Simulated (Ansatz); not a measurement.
## Ni: geometry relaxation (part 2 of 2)

Ni (3 atoms in the cell); DFT, PBE, all-electron LAPW, scalar-relativistic, spin-polarised (Ansatz 0.2.0); 12×12×16 k-mesh, Fermi–Dirac smearing of 0.08 eV, collinear spins. It belongs to a series of runs on one base structure; here: omega relaxed under pressure, LAPW.

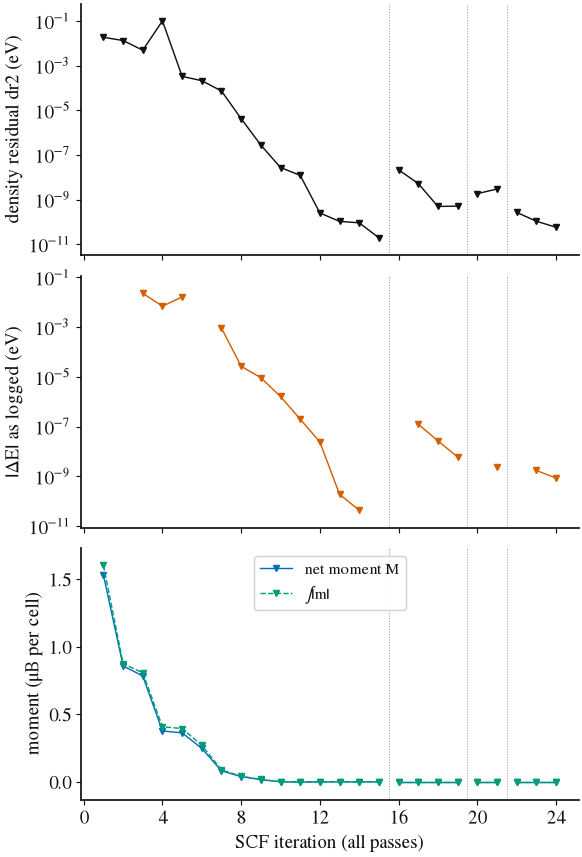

Figure 1. Convergence of the self-consistent field: density residual dr2, size of the energy change and magnetic moment against the SCF iteration. The dotted lines part the SCF passes of the relaxation: geometry steps, rejected trials and re-solves on a re-selected basis. The passes take 15, 4, 2 and 3 iterations. The net moment goes from 1.5 to 0.0 μB per cell, and ∫|m| falls to zero.

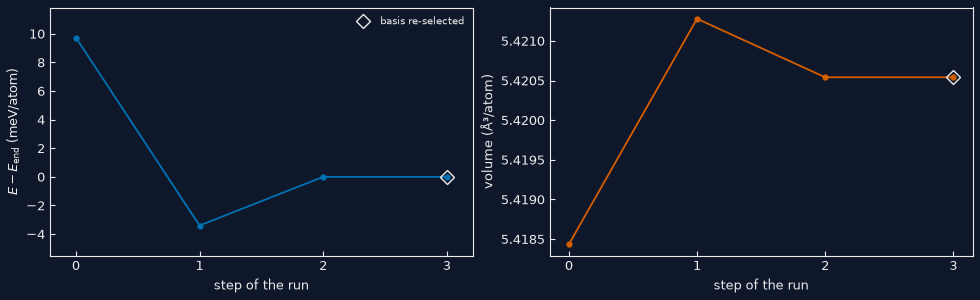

Figure 2. Progress of the relaxation, step by step (the first geometry is step 0 here and step 1 in the log). No atom moves by more than 0.005 Å. The lattice vectors keep their values. The space group stays P6/mmm (No. 191). Over 2 geometry steps the energy falls by 9.7 meV per atom. All forces vanish by symmetry, so only the cell relaxes. The pressure goes from 741.06 to 740.00 GPa. A last SCF at the same geometry on a re-selected plane-wave basis shifts the energy by next to nothing (0.0 meV per atom). (Atoms are counted from 1 in the order of the input.)

```
basis re-selected at this cell: Δ(F+E_penalty+E_count) = -1.096e-7 eV, ΔP = -0.001 GPa vs the last step (what re-selecting the basis moved, after the strain that the cell walked since its last selection, with what the two solves' SCF thresholds leave and, on support functions, any second-order correction that the steps lacked; it is no measure of the basis error at this ecutwfc). This SCF's stress stands 2.09e-2 GPa from its target on what of the cell is left free (relax.cell.stress_tol is 3.70e-1 GPa) and its largest allowed force component is 1.85e-16 eV/Å (relax.f_tol is 5.00e-3 eV/Å): within both
SCF converged after 3 iterations
Magnetization: -0.0000 μB (39.0000 up, 39.0000 down)
Absolute magnetization: 0.0000 μB (∫|ρ↑−ρ↓|)
Spin contamination: 0.0000 ħ² per cell (⟨S²⟩ above its minimum at these occupations)
Per-site moments (μB) at R_I (Å): [(-2.7548923924314295e-6, 0.884467406129011), (-2.396487126077318e-6, 0.884467406129011), (-2.396487126077318e-6, 0.884467406129011)]
Free energy (F): -124128.139595 eV
Harris-Foulkes:  -124128.139595 eV  (|F-HF|=1.02e-10)
Internal energy: -124128.052343 eV  (E = F + TS)
E sigma→0 (E₀):  -124128.095969 eV
Entropy (-TS):   -0.087252 eV (-29.084 meV/atom)
Fermi energy:    41.313918 eV
--- Per-component energies (eV) ---
  E_band       = -19660.246982
  E_kinetic    = 126339.497031
  E_xc         = -5229.952897
  E_electrostatic = -245237.596478  (all electrons and nuclei)
  E_smearing   = -0.087252  (= −TS)
  E_closure    = 0.000000  (closes the sum)
  E_atoms      = -124127.267711  (free atoms, spherical and without spin; not in F)
  Σ components = -124128.139595   (vs F -124128.139595, Δ=0.00e0)
  Basis errors (estimates in eV, not in F): energy 1.8e-4 per atom: plane waves 1.6e-4 (9.0e-5 summed), levels above the bands 5.3e-132, relativity 6.9e-8, radial functions 1.4e-5, core shells 2.1e-12; eigenvalues (radial functions only) 6.6e-7; not estimated: angular momenta, meshes, grids; target (lapw.basis_error) 5.0e-4; muffin-tin radii Ni 0.884 Å
--- Forces (eV/Å), atoms counted from 1 ---
  atom   1  Ni     0.00000000     0.00000000     0.00000000
  atom   2  Ni    -0.00000000    -0.00000000     0.00000000
  atom   3  Ni     0.00000000     0.00000000     0.00000000
  max |Σ_I F_I| component: 1.85e-17 eV/Å
--- Stress (GPa, compression-positive) ---
      739.987811      -0.000000       0.000000
       -0.000000     739.987811       0.000000
        0.000000       0.000000     740.020881
  P = ⅓ Tr σ = 739.9988 GPa (7399.988 kbar)
--- Band table (eV; the first three rows and the last of 342) ---
  k-point 0 ↑: bands = ["-933.0899", "-933.0899", "-933.0095", "-795.8321", "-795.8321", "-795.8321", "-795.8321", "-795.8315", "-795.8315", "-795.7866", "-795.7371", "-795.7371", "-64.4526", "-63.6530", "-63.6380", "-25.3161", "-25.3161", "-24.6415", "-24.6415", "-23.7976", "-23.3476", "-23.3476", "-23.3278", "-23.2739", "26.8176", "31.0819", "34.4169", "34.4169", "34.4485", "34.4485", "34.8124", "35.4936", "36.9272", "36.9272", "38.4270", "38.4270", "38.5703", "38.5703", "41.6623", "41.6623", "52.3492", "52.3492", "52.5136", "52.5136", "58.1579", "58.2991", "67.4793", "72.8577", "75.6161"]
  k-point 1 ↑: bands = ["-933.0899", "-933.0899", "-933.0095", "-795.8321", "-795.8321", "-795.8321", "-795.8321", "-795.8315", "-795.8315", "-795.7866", "-795.7371", "-795.7371", "-64.4364", "-63.6414", "-63.6293", "-25.3060", "-25.3060", "-24.6227", "-24.6227", "-23.8670", "-23.3931", "-23.3513", "-23.3513", "-23.3491", "27.0159", "31.2647", "34.2735", "34.2735", "34.3089", "34.3089", "35.0609", "35.6756", "36.8584", "36.8584", "38.5201", "38.5201", "38.5812", "38.5812", "41.5760", "41.5760", "52.5349", "52.5349", "52.7171", "52.7171", "58.1376", "58.3092", "66.3387", "73.0195", "75.3045"]
  k-point 2 ↑: bands = ["-933.0899", "-933.0899", "-933.0095", "-795.8321", "-795.8321", "-795.8321", "-795.8321", "-795.8315", "-795.8315", "-795.7866", "-795.7371", "-795.7371", "-64.3901", "-63.6083", "-63.6044", "-25.2772", "-25.2772", "-24.5680", "-24.5680", "-24.0630", "-23.5779", "-23.5620", "-23.3631", "-23.3631", "27.5889", "31.7814", "33.7809", "33.7809", "34.0040", "34.0040", "35.7832", "36.2194", "36.7704", "36.7704", "38.3621", "38.3621", "38.9206", "38.9206", "41.3687", "41.3687", "53.0622", "53.0622", "53.2918", "53.2918", "57.9912", "58.3322", "63.9610", "73.5044", "74.3368"]
  k-point 170 ↓: bands = ["-933.0899", "-933.0899", "-933.0095", "-795.8321", "-795.8321", "-795.8321", "-795.8321", "-795.8315", "-795.8315", "-795.7866", "-795.7371", "-795.7371", "-63.6750", "-63.6750", "-63.4215", "-25.7910", "-25.3758", "-25.3758", "-24.6371", "-24.3342", "-24.3342", "-23.8516", "-23.8516", "-23.3921", "29.9504", "32.8667", "32.8667", "33.2546", "33.2546", "33.4025", "36.0737", "36.0737", "37.0930", "37.0930", "38.1006", "41.3362", "41.5243", "42.2145", "42.2145", "44.6085", "48.3109", "48.3109", "54.9493", "54.9493", "56.1230", "64.3897", "66.8906", "66.8906", "68.4125"]
--- Relaxed structure (3 steps of the walk, 3 accepted, 1 SCFs on fresh bases) ---
  F+E_penalty+E_count = -124128.13959526 eV   max|allowed force component| = 1.850e-16 eV/Å   (the final SCF, on the basis selected at the relaxed cell)
  cell:  # Å, volume = 16.2616 Å³
    - [3.158605245656928, 2.8870761707157852e-11, 0.0]
    - [-1.5793026228534666, 2.735432383251252, 0.0]
    - [0.0, 0.0, 1.8820997490316957]
  atoms:
    - { symbol: Ni, position: [-1.5281040477225168e-38, -3.0562080953968084e-38, 0.0] }
    - { symbol: Ni, position: [0.3333333333333333, 0.6666666666666665, 0.4999999999999999] }
    - { symbol: Ni, position: [0.6666666666666666, 0.33333333333333326, 0.4999999999999999] }
```

Trajectory as extended XYZ (Å, eV, eV/Å), 4 frames, from step=1 to step=4:
```
3
Lattice="3.1582 0.0000 0.0000 -1.5791 2.7351 0.0000 0.0000 0.0000 1.8818" Properties=species:S:1:pos:R:3:forces:R:3 step=1 energy=-124128.11039 pressure_GPa=741.06
Ni    0.0000    0.0000    0.0000    0.0000   0.0000   0.0000
Ni    0.0000    1.8234    0.9409    0.0000   0.0000   0.0000
Ni    1.5791    0.9117    0.9409    0.0000   0.0000   0.0000
3
Lattice="3.1588 0.0000 0.0000 -1.5794 2.7356 0.0000 0.0000 0.0000 1.8822" Properties=species:S:1:pos:R:3:forces:R:3 step=2 energy=-124128.14979 pressure_GPa=739.63
Ni    0.0000    0.0000    0.0000    0.0000   0.0000   0.0000
Ni    0.0000    1.8237    0.9411    0.0000   0.0000   0.0000
Ni    1.5794    0.9119    0.9411    0.0000   0.0000   0.0000
3
Lattice="3.1586 0.0000 0.0000 -1.5793 2.7354 0.0000 0.0000 0.0000 1.8821" Properties=species:S:1:pos:R:3:forces:R:3 step=3 energy=-124128.13960 pressure_GPa=740.00
Ni    0.0000    0.0000    0.0000    0.0000   0.0000   0.0000
Ni    0.0000    1.8236    0.9411    0.0000   0.0000   0.0000
Ni    1.5793    0.9118    0.9411    0.0000   0.0000   0.0000
3
Lattice="3.1586 0.0000 0.0000 -1.5793 2.7354 0.0000 0.0000 0.0000 1.8821" Properties=species:S:1:pos:R:3:forces:R:3 step=4 energy=-124128.13960 pressure_GPa=740.00
Ni    0.0000    0.0000    0.0000    0.0000   0.0000   0.0000
Ni    0.0000    1.8236    0.9411    0.0000   0.0000   0.0000
Ni    1.5793    0.9118    0.9411    0.0000   0.0000   0.0000
```

The run was set up as follows.

Input:
```yaml
crystal:
  lattice:
    - [3.1582351111, 0.0, 0.0]
    - [-1.5791175556, 2.7351118374, 0.0]
    - [0.0, 0.0, 1.8818093133]
  atoms:
    - { symbol: Ni, position: [0.0, 0.0, 0.0], spin: 1.0 }
    - { symbol: Ni, position: [0.3333333333, 0.6666666667, 0.5], spin: 1.0 }
    - { symbol: Ni, position: [0.6666666667, 0.3333333333, 0.5], spin: 1.0 }
magnetization:
  spin_polarized: true
kpoints:
  mp_grid: { grid: [12, 12, 16] }
scf:
  occupations: { method: fermi_dirac, width: 0.08 }
hamiltonian:
  xc: pbe
  pseudopotentials: { kind: all_electron, lapw: { basis_error: 0.0005 } }
output:
  forces: true
  stress: true
  eigenvalues: true
relax:
  f_tol: 0.005
  max_steps: 12
  cell: { p_target: 740.0, stress_tol: 0.37 }
```

Launch command:
```bash
ansatz run input.yaml --threads 2 --pin off --max-ram 7168MiB --backend cpu --events-out ev --progress --plain --runs-dir out
```

Key numbers:

```json
{"quantity": "outcome", "value": "converged"}
{"quantity": "space group (tolerance 0.01 Å)", "value": "P6/mmm (191)"}
{"quantity": "electrons in bands (core shells apart)", "value": "78"}
{"quantity": "free energy", "value": "−124128.1396 eV"}
{"quantity": "Fermi energy", "value": "41.314 eV"}
{"quantity": "net moment of the cell", "value": "0.00 μB"}
{"quantity": "integrated absolute moment", "value": "0.00 μB"}
{"quantity": "pressure", "value": "740.00 GPa"}
{"quantity": "final volume", "value": "16.26 Å³"}
{"quantity": "largest force (length of the vector) at the end", "value": "under 0.001 eV/Å"}
{"quantity": "final cell", "value": "a = 3.159 Å, b = 3.159 Å, c = 1.882 Å, α = 90.00°, β = 90.00°, γ = 120.00°"}
{"quantity": "hardware", "value": "2 threads of Arm Neoverse V1, 24 GiB of memory available, shared host"}
{"quantity": "wall time", "value": "8 min (CPU time 16 min)"}
{"quantity": "peak memory", "value": "2 GiB"}
```

Warnings of the run: some starting moments were not kept. The cell was relaxed to the target pressure of the input; what is minimised is then the enthalpy E + pV.
